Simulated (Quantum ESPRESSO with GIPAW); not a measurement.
# BP: how strain moves the 11B line

GIPAW runs (PBEsol, plane-wave PAW from pslibrary 1.0.0 recipes, cutoffs 55 and 330 Ry, one 13×13×13 mesh for all shielding runs; Quantum ESPRESSO with GIPAW, a patched development version; no spin-orbit coupling, no macroscopic shape term) on BP, space group F-43m before straining. The cell below is strained equally along all axes, and the atoms keep their fractional coordinates.

```xyz
2
Lattice="0.0000 2.2690 2.2690 2.2690 0.0000 2.2690 2.2690 2.2690 0.0000" Properties=species:S:1:pos:R:3 pbc="T T T"
P     1.1345    1.1345    1.1345
B     0.0000    0.0000    0.0000
```

The cell is an entry of the Crystallography Open Database; it need not be the form that is stable at ambient conditions.

The bonds are those of B (atom 2; BP4). One row is withheld.

```
strain (%)  mean bond (Å)  σ_iso P (ppm)  σ_iso B (ppm)
        -2         1.9257         449.66         132.62
      -1.5         1.9355         445.47         130.47
        -1         1.9454         441.12         128.32
         0         1.9650         431.92         124.00
      +0.5         1.9748         427.04         121.83
        +1         1.9847              ?              ?
        +2         2.0043         411.32         115.32
```

**Task.** Fit σ_iso of B against strain, judge whether a straight line is enough, and predict the withheld row at +1 %.

1. With n = 6: Σx = -2.000, Σy = 752.56, Σx² = 11.5000, Σxy = -297.710.

2. Slope b = (nΣxy − ΣxΣy)/(nΣx² − (Σx)²) = -4.33 ppm per %, intercept a = (Σy − bΣx)/n = 123.98 ppm.

3. Residuals (run less line), in the order of the table: -0.02, -0.00, +0.01, +0.02, +0.01, -0.01 ppm. They bend in one sense; the largest is 0.1 % of the range of σ, so a line serves for most purposes and a parabola takes up the rest: σ = 124.00 − 4.326 x − 0.007 x², with residuals of 0.01 ppm or less.

4. At +1 % (inside the fitted range) the line gives 119.66 ppm and the parabola 119.67 ppm.

5. The run gives:

```
strain (%)  mean bond (Å)  σ_iso P (ppm)  σ_iso B (ppm)
        +1         1.9847         421.99         119.67
```

Prediction less run: the line misses by -0.01 ppm, the parabola hits it to the digits shown. By the parabola, a strain of +1 % changes σ of B by -4.33 ppm and one of −1 % by +4.32 ppm; the mean slope is -4.33 ppm per %, or 2.2 ppm for 0.01 Å of mean bond length. The shift moves the opposite way, scaled by the slope of a reference line. Over the table σ of P goes from 449.66 to 411.32 ppm. Zero strain is the database's lattice, not this functional's rest cell, and neither cutoff nor mesh was tested for the slopes. The omitted shape term, common to all sites, changes with strain too. This build of gipaw.x prints that it is not audited and that its numbers are no references by themselves.

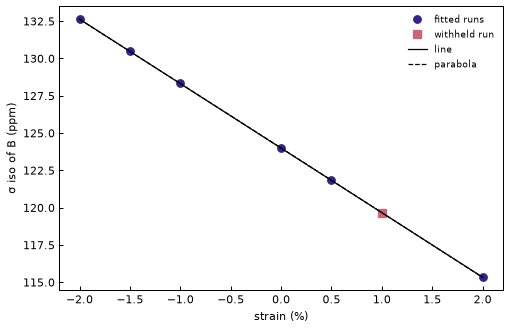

σ_iso of B against strain.

[Banner, clock, file and message-heading lines were taken out of the pw.x and gipaw.x logs.]

[Logs are printed without paths, hosts, clocks, repeated set-up lines and the standing remarks that a program may print on its own settings, such as how far it seeks lower states.]

[Hosts, paths, dates, database ids (printed as entryN), source tags and the programs' standing remarks are cut or masked in the printed files.]
